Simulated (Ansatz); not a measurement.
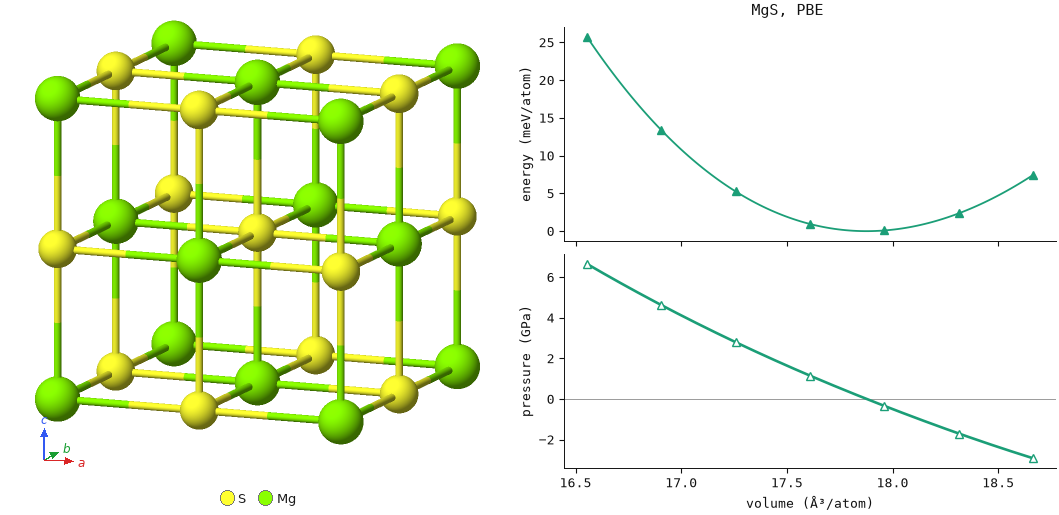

The plot gives the computed energy and pressure against volume for MgS, space group Fm-3m (No. 225). The conventional cell is drawn beside the plot.

Cell as given: a = 3.679 Å, b = 3.679 Å, c = 3.679 Å, α = 60.00°, β = 60.00°, γ = 60.00°; 2 atoms.

Calculation (Ansatz 0.2.0): all-electron LAPW DFT, no spin polarisation; energies at scaled volumes of the given cell, shape and fractions fixed, counted from the fit's minimum, third-order Birch-Murnaghan fit. Level: PBE.

- k mesh: 9×9×9
- occupations: Fermi–Dirac
- smearing width: 0.05 eV
- potentials: all electron LAPW, scalar relativistic
- program settings: basis error eV/atom 0.0005

Question: How stiff is the solid, and where is its volume at rest?

Answer: A third-order Birch–Murnaghan fit gives V0 = 17.88 Å³/atom, B0 = 73.9 GPa and B′ = 4.1.

Question: How does the pressure vary with volume?

Answer: It falls from 6.66 GPa at volume 16.55 Å³/atom to −2.92 GPa at 18.67 Å³/atom, and changes sign near 17.88 Å³/atom.

The computed values:

```tsv
volume (Å³/atom)	energy (meV/atom)	pressure (GPa)
16.55	25.77	6.66
16.91	13.40	4.63
17.26	5.26	2.80
17.61	0.95	1.15
17.96	0.09	-0.34
18.31	2.36	-1.70
18.67	7.46	-2.92
```
